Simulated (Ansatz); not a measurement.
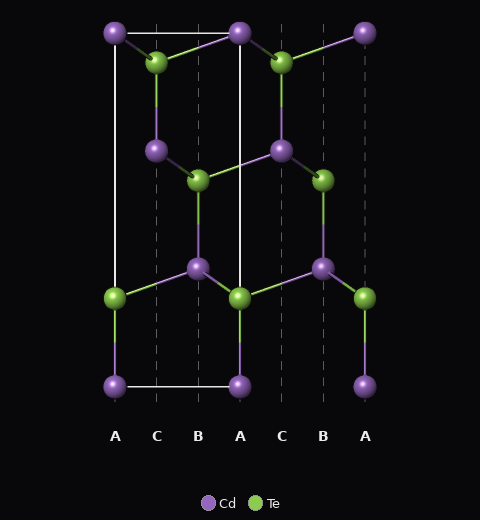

The picture looks along a close-packed row of the hexagonal mesh; [111] points upwards. The dashed lines mark the three columns A (0, 0), B (1/3, 2/3) and C (2/3, 1/3). The box is the hexagonal cell of the face-centred cubic lattice. The sequence starts with the first layer at or above the cell's origin.

The compound is CdTe (space group F-43m, No. 216), taken as a calculation's input that goes back to an entry of the Crystallography Open Database (an earlier step may have relaxed or displaced it).

### Give the sequence of layers in one repeat, with element and column.

Cd(A) – Te(A) – Cd(B) – Te(B) – Cd(C) – Te(C) (six layers in 11.10 Å).

### How are the Te layers alone stacked?

Te layers alone: ABC, the cubic close-packed type.

### Which positions between or in the Te layers do the other atoms fill?

Cd: three tetrahedral sites, counted in one hexagonal cell.

### What short polytype symbol fits?

Polytype symbol 3C, the symbol of a tetrahedral polytype (number of double layers in the repeat and lattice).
